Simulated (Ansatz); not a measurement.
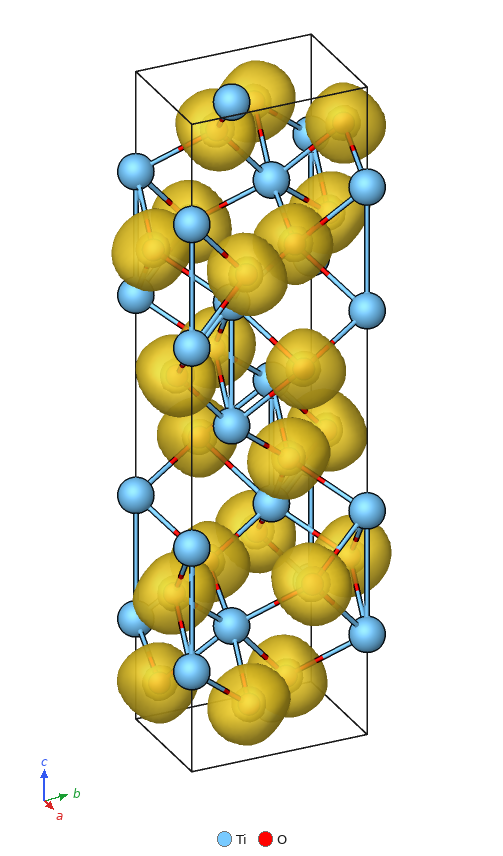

Figure. Ti2O3. Isosurface of the ELF at 0.7 (yellow), seen slightly off an axis. Core shells and regions of very low density are left out. Sticks mark near contacts.

Space group R-3c; computed without spin polarisation.

Method: DFT PBEsol, scalar-relativistic, plane waves, PAW in Ansatz.

Core electrons are frozen (PAW), and the valence fields are smoothed inside the atomic spheres.

What do the ELF domains correspond to?

The surface consists of 18 regions wrapped around O (the valence shell of each), counted in one cell of 30 atoms. Regions shared between cells count once.

Values along the shortest contacts:
Ti–O (2.00 Å): the ELF peaks at about 0.85 in the valence shell of O, 0.6 Å from its nucleus, and is about 0.15 at the midpoint; no shared electron pair shows on this line. Ti–Ti (2.65 Å): the ELF is about 0.25 at the midpoint; no localised pair shows between them.

How much charge does the calculation move between the atoms?

Electrons move from Ti towards O. Bader charges: Ti +1.92 and O −1.28 e.
